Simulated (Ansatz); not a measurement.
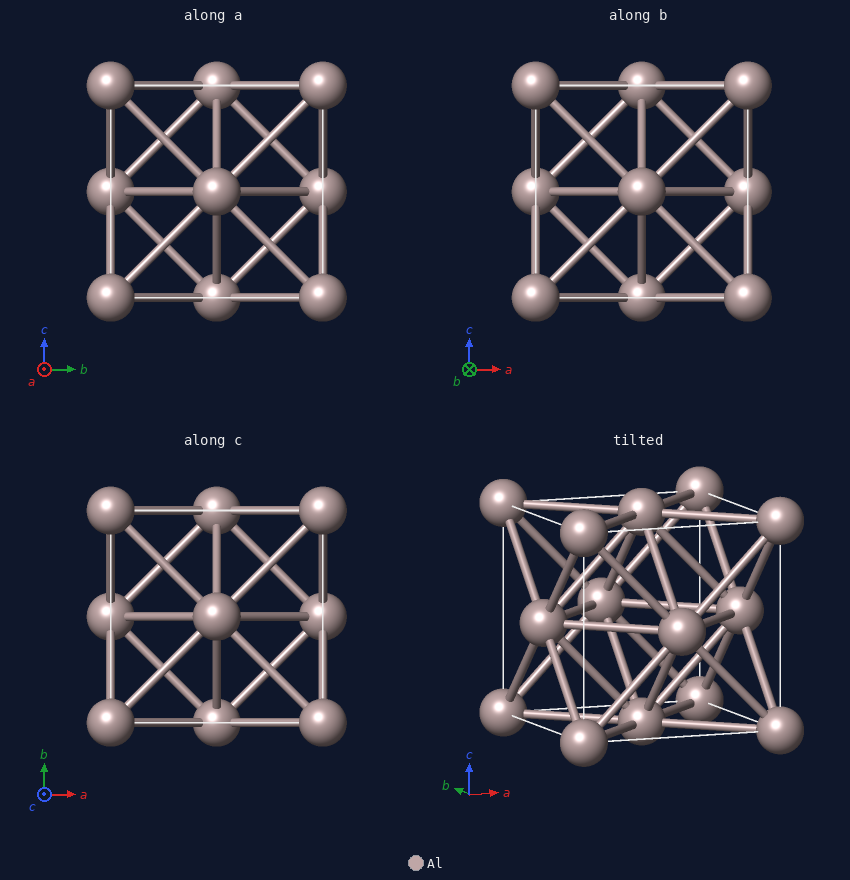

An orthographic ball-and-stick view of the structure, along the a axis, along the b axis, along the c axis and slightly off an axis. Lines trace the edges of the conventional unit cell.

Lattice parameters: a = 4.013 Å, b = 4.013 Å, c = 4.013 Å, α = 90.00°, β = 90.00°, γ = 90.00°. Put a along x and b in the xy plane.

**Express the structure as a POSCAR file.**

```
Al
1.0
     4.013    0.000    0.000
     0.000    4.013    0.000
     0.000    0.000    4.013
Al
4
Direct
  0.0000 0.0000 0.0000
  0.0000 0.5000 0.5000
  0.5000 0.0000 0.5000
  0.5000 0.5000 0.0000
```

Starting structure: a structure type filled with this element by a generator (whether the element takes this form wasn't checked). The geometry was optimised with Ansatz, DFT PBEsol, scalar-relativistic, plane waves, PAW.
